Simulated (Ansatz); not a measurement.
**Two runs on MgO**

System: MgO (P6₃mc, 4 atoms in the cell).
Method of the first run: DFT, r2SCAN, plane waves, PAW, no spin polarisation (Ansatz 0.2.0).

The structure was built on a prototype by a generator. The geometry comes from this level: r2SCAN (a point of a series of strains). Text and figures count atoms from 1; the logs count them from 0 in places.

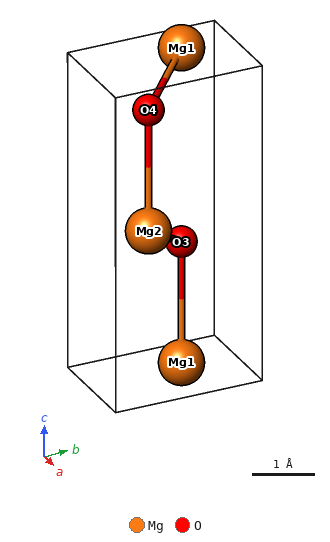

Figure 1. The structure as given in the input (ball-and-stick view of the cell of the calculation, seen slightly off an axis; atoms are numbered from 1 in the order of the input).

### Input file, the first run
```yaml
crystal:
  lattice:
    - [3.2882171868, 1.0e-10, 0.0]
    - [-1.6441085934, 2.8476796169, 0.0]
    - [0.0, 0.0, 5.2357410676]
  atoms:
    - { symbol: Mg, position: [0.3333333333, 0.6666666667, -0.0046168588] }
    - { symbol: Mg, position: [0.6666666667, 0.3333333333, 0.4953831412] }
    - { symbol: O, position: [0.3333333333, 0.6666666667, 0.3796168588] }
    - { symbol: O, position: [0.6666666667, 0.3333333333, 0.8796168588] }
kpoints:
  mp_grid: { grid: [12, 12, 6] }
  band_path:
    path:
      - [0.0, 0.0, 0.0]
      - [0.5, 0.0, 0.0]
      - [0.3333333333, 0.3333333333, 0.0]
      - [0.0, 0.0, 0.5]
      - [0.5, 0.0, 0.5]
      - [0.3333333333, 0.3333333333, 0.5]
    npoints: 1
hamiltonian:
  xc: r2scan
scf:
  occupations: { method: fixed }
  n_extra_bands: 5
output:
  forces: true
  stress: true
  eigenvalues: true
```

Command:
```bash
ansatz run input.yaml --threads 2 --pin off --max-ram 2211MiB --backend cpu --events-out ev --progress --plain --runs-dir out
```

Hardware: 2 threads of Arm Neoverse N1, 16 GiB of memory available, shared host.

### Output, shortened to warnings, some set-up lines, iterations and results (the first run)
```
Basis set: ecut = 500 eV, 1225 PW (Γ), exchange–correlation on 96×96×160 points (64 copies of the dense FFT grid, shifted against one another)
Symmetry: 12 space group operations
k-points: 76 of 864 (time reversal used)
Initial density: superposition of atomic densities (neutral atoms: chi_scale 0, normalization atom), corrected by the library's trained network
[...]
SCF iter   1: F=—  HF=-4996.087143 eV  |F-HF|=—  |Δ(HF+E_count)|=         —  Δρ=8.42e-3  dr2=1.84e-2  dr2_τ=1.24e-1  ethr=1.77e-3  ⟨swp⟩=4.8  Hψ=6775  notcnv=0  defer=227
SCF iter   2: F=—  HF=-4996.181890 eV  |F-HF|=—  |Δ(HF+E_count)|=   9.47e-2  Δρ=4.17e-3  dr2=4.38e-3  dr2_τ=3.66e-4  ethr=5.74e-5  ⟨swp⟩=3.0  Hψ=3726  notcnv=0  defer=228
SCF iter   3: F=—  HF=-4996.181898 eV  |F-HF|=—  |Δ(HF+E_count)|=   7.54e-6  Δρ=1.07e-3  dr2=2.84e-4  dr2_τ=2.34e-5  ethr=1.37e-5  ⟨swp⟩=3.0  Hψ=2888  notcnv=0  defer=228
SCF iter   4: F=—  HF=-4996.181918 eV  |F-HF|=—  |Δ(HF+E_count)|=   2.07e-5  Δρ=1.38e-4  dr2=1.09e-5  dr2_τ=7.72e-7  ethr=8.88e-7  ⟨swp⟩=2.0  Hψ=1672  notcnv=0  defer=228
SCF iter   5: F=—  HF=-4996.181919 eV  |F-HF|=—  |Δ(HF+E_count)|=   1.04e-6  Δρ=8.52e-5  dr2=2.19e-6  dr2_τ=4.02e-7  ethr=3.40e-8  ⟨swp⟩=2.0  Hψ=2127  notcnv=0  defer=76
SCF iter   6: F=-4996.181919 eV  HF=-4996.181919 eV  |F-HF|=2.22e-8  |Δ(HF+E_count)|=   1.99e-7  Δρ=1.22e-5  dr2=3.33e-8  dr2_τ=7.52e-9  ethr=3.13e-10  ⟨swp⟩=8.3  Hψ=8379  …
SCF 1 converged in 6 iterations: F = -4996.181919 eV  dr2 = 3.33e-8
NSCF: frozen V_eff on 6 k-points
SCF converged after 6 iterations
Free energy (F): -4996.181919 eV
Harris-Foulkes:  -4996.181919 eV  (|F-HF|=2.22e-8)
Internal energy: -4996.181919 eV  (E = F + TS)
E sigma→0 (E₀):  -4996.181919 eV
Fermi energy:    4.085801 eV
--- Per-component energies (eV) ---
  E_band       = -720.131183
  E_kinetic    = 508.212521
  E_local      = -3779.807585  (includes V_loc(G=0)·N_el)
  E_nonlocal   = 285.411401
  E_hartree    = 1350.088419
  E_xc         = -204.305907
  E_vxc        = -295.505201  (∫ρ·V_xc dr)
  E_paw        = -911.497306  (= ΣΔE_a)
  E_vpaw       = -158.247526  (= ΣTr[D̂ρ^β])
  E_aug_tail   = 0.002078  (compensation charges beyond the density's cutoff)
  E_vtau       = 19.624430  (kinetic-family band-sum trace: ∫τ·v_τ [+ j·A + Jᵃ·Aᵃ] dr)
  E_ewald      = -2244.169243
  E_core_change = -0.116298  (= ΣΔE_core)
  E_smearing   = -0.000000  (= −TS)
  E_closure    = 0.000000  (closes the sum)
  Σ components = -4996.181919   (vs F -4996.181919, Δ=0.00e0)
--- Forces (eV/Å), atoms counted from 1 ---
  atom   1  Mg    -0.00000000     0.00000000     0.00049085
  atom   2  Mg     0.00000000    -0.00000000     0.00049085
  atom   3  O     -0.00000000     0.00000000    -0.00066145
  atom   4  O      0.00000000    -0.00000000    -0.00066145
  max |Σ_I F_I| component: 3.41e-4 eV/Å
--- Stress (GPa, compression-positive) ---
       -3.307006       0.000000       0.000000
        0.000000      -3.307006       0.000000
        0.000000       0.000000      -5.617410
  P = ⅓ Tr σ = -4.0771 GPa (-40.771 kbar)
```

For the second run the input was changed thus:
```diff
-  xc: r2scan
+  xc: pbe
-  occupations: { method: fixed }
+  occupations: { method: fermi_dirac, width: 0.02 }
+  write_density: true
+  write_potential: true
+  elf: true
+  volumetric_format: npy
```

How does the second run compare with the first run?

The total energies belong to different methods, so their difference says nothing on which is more stable or more accurate. The gap on the mesh goes from 4.14 to 3.48 eV. The pressure goes from −4.08 to −0.35 GPa. The functional changes from r2SCAN to PBE. The number of SCF iterations is the same. The default cutoff goes from 500 to 420 eV with the change. The plane waves at Γ go from 1225 to 965. On the same kind of shared host the second run took about 0.47 times as long.

### Output, shortened to warnings, some set-up lines, iterations and results (the second run)
```
Basis set: ecut = 420 eV, 965 PW (Γ), exchange–correlation on 48×48×72 points (8 copies of the dense FFT grid, shifted against one another)
Symmetry: 12 space group operations
k-points: 76 of 864 (time reversal used)
Initial density: superposition of atomic densities (neutral atoms: chi_scale 0, normalization atom), corrected by the library's trained network
[...]
SCF iter   1: F=—  HF=-4988.001039 eV  |F-HF|=—  |Δ(HF+E_count)|=         —  Δρ=1.43e-3  dr2=8.26e-4  ethr=1.77e-3  ⟨swp⟩=6.2  Hψ=7777  notcnv=0
SCF iter   2: F=—  HF=-4988.000652 eV  |F-HF|=—  |Δ(HF+E_count)|=   3.87e-4  Δρ=5.23e-4  dr2=5.58e-5  ethr=2.58e-6  ⟨swp⟩=2.1  Hψ=3596  notcnv=0  defer=70
SCF iter   3: F=—  HF=-4988.000922 eV  |F-HF|=—  |Δ(HF+E_count)|=   2.70e-4  Δρ=2.74e-4  dr2=2.46e-5  ethr=1.74e-7  ⟨swp⟩=2.1  Hψ=2616  notcnv=0  defer=70
SCF iter   4: F=—  HF=-4988.000946 eV  |F-HF|=—  |Δ(HF+E_count)|=   2.44e-5  Δρ=8.12e-5  dr2=1.40e-6  ethr=7.68e-8  ⟨swp⟩=2.0  Hψ=2885  notcnv=0  defer=70
SCF iter   5: F=—  HF=-4988.000946 eV  |F-HF|=—  |Δ(HF+E_count)|=   4.02e-8  Δρ=3.67e-5  dr2=4.34e-7  ethr=4.38e-9  ⟨swp⟩=2.0  Hψ=2506  notcnv=0  defer=70
SCF iter   6: F=-4988.000947 eV  HF=-4988.000947 eV  |F-HF|=8.89e-10  |Δ(HF+E_count)|=   1.68e-7  Δρ=4.55e-6  dr2=6.85e-9  ethr=3.13e-10  ⟨swp⟩=9.0  Hψ=11107  notcnv=0
SCF 1 converged in 6 iterations: F = -4988.000947 eV  dr2 = 6.85e-9
NSCF: frozen V_eff on 6 k-points
SCF converged after 6 iterations
Free energy (F): -4988.000947 eV
Harris-Foulkes:  -4988.000947 eV  (|F-HF|=8.89e-10)
Internal energy: -4988.000947 eV  (E = F + TS)
E sigma→0 (E₀):  -4988.000947 eV
Fermi energy:    6.272725 eV
--- Per-component energies (eV) ---
  E_band       = -681.102605
  E_kinetic    = 507.046504
  E_local      = -3774.403097  (includes V_loc(G=0)·N_el)
  E_nonlocal   = 285.992427
  E_hartree    = 1346.066745
  E_xc         = -208.658578
  E_vxc        = -267.148798  (∫ρ·V_xc dr)
  E_paw        = -899.880704  (= ΣΔE_a)
  E_vpaw       = -124.732066  (= ΣTr[D̂ρ^β])
  E_aug_tail   = 0.005000  (compensation charges beyond the density's cutoff)
  E_ewald      = -2244.169243
  E_smearing   = -0.000000  (= −TS)
  E_closure    = 0.000000  (closes the sum)
  Σ components = -4988.000947   (vs F -4988.000947, Δ=0.00e0)
--- Forces (eV/Å), atoms counted from 1 ---
  atom   1  Mg    -0.00000000     0.00000000    -0.00183899
  atom   2  Mg     0.00000000    -0.00000000    -0.00183899
  atom   3  O     -0.00000000     0.00000000     0.00178814
  atom   4  O      0.00000000     0.00000000     0.00178814
  max |Σ_I F_I| component: 1.02e-4 eV/Å
--- Stress (GPa, compression-positive) ---
        0.413414       0.000000      -0.000000
        0.000000       0.413414       0.000000
       -0.000000       0.000000      -1.879141
  P = ⅓ Tr σ = -0.3508 GPa (-3.508 kbar)
```

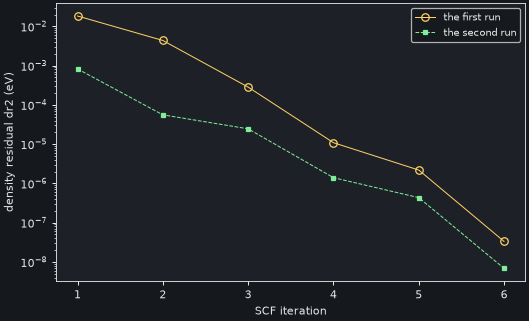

Figure 2. Convergence of the two runs: density residual dr2 against the SCF iteration. The first run takes 6 iterations in all, and the second run takes 6.

### The two runs side by side

```csv
quantity,the first run,the second run
outcome,converged,converged
free energy per atom (eV),−1249.0455,−1247.0002
gap on the mesh (eV),4.14,3.48
pressure (GPa),−4.08,−0.35
largest force (eV/Å),0.001,0.002
SCF iterations,6,6
irreducible k-points,76,76
plane waves at Γ,1225,965
wall time (shared host),15 s,7.1 s
```
